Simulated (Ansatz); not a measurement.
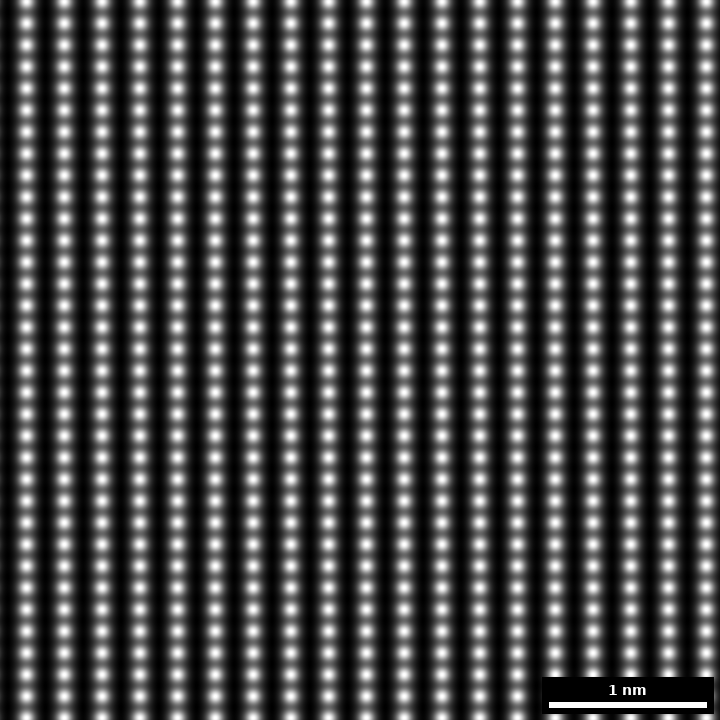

iDPC-like image of Mo (P6_3/mmc, No. 194). Simulated as the projected potential of neutral atoms (B = 0.8 Å²) blurred by a 0.53 Å probe, the thin-sample limit of integrated differential phase contrast. The display is stretched by a gamma of 0.8; percentages refer to the linear signal. Atomic positions: the end point of a relaxation with DFT, PBE, plane waves (420 eV) with PAW, scalar-relativistic in Ansatz; the starting structure was generated, so it need not be a known form of this composition.

```yaml
crystal:
  lattice:
    - [2.77395, 0.00000, 0.00000]
    - [-1.38698, 2.40231, 0.00000]
    - [0.00000, 0.00000, 9.65160]
  atoms:
    - { symbol: Mo, position: [0.00000, 0.00000, 0.00000] }
    - { symbol: Mo, position: [0.00000, 0.00000, 0.50000] }
    - { symbol: Mo, position: [0.33333, 0.66667, 0.25000] }
    - { symbol: Mo, position: [0.66667, 0.33333, 0.75000] }
```

> Which beam direction gives this image, [311], [210], [201] or [101]? (Directions equivalent by symmetry count as one.)

[210]. The projected cells are 2.28 × 2.47 Å, 109° for [311]; 1.39 × 2.41 Å, 90° for [210]; 2.40 × 2.69 Å, 117° for [201]; 2.67 × 2.75 Å, 119° for [101], and the image repeats as the [210] one does.
